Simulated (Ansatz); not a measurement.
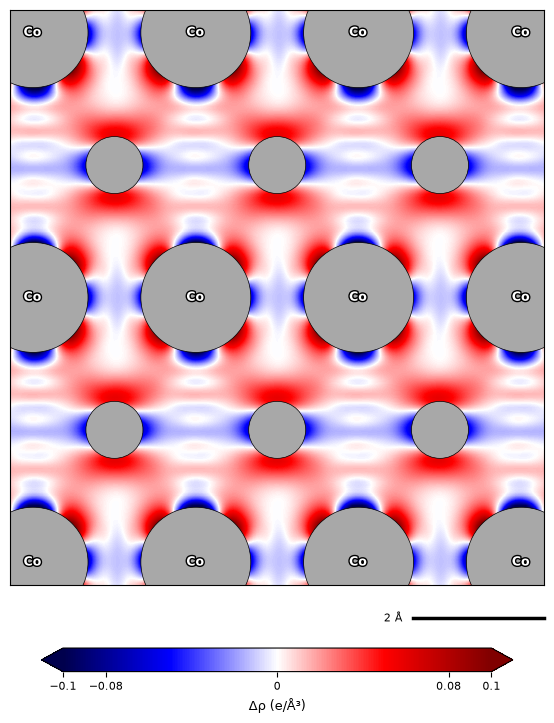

Co. Difference of the valence pseudo-densities of two functionals at the same geometry, on the (100) plane of the calculation cell: HSESOL less r2SCAN50.

Both computed with Ansatz (plane waves, PAW), on the same k-point mesh. Grey discs cover the atomic cores.

```
Co
1.0
     2.47200    0.00000    0.00000
    -1.23600    2.14081    0.00000
     0.00000    0.00000    4.02114
Co
2
Direct
  0.66667 0.33333 0.75000
  0.33333 0.66667 0.25000
```

> Where does the change of functional move the electrons?

Against r2SCAN50, HSESOL gives more density around Co (+0.016 e/Å³ on average at 1.0 Å from the nucleus) and a change of −0.012 e/Å³ at the midpoint of Co–Co.
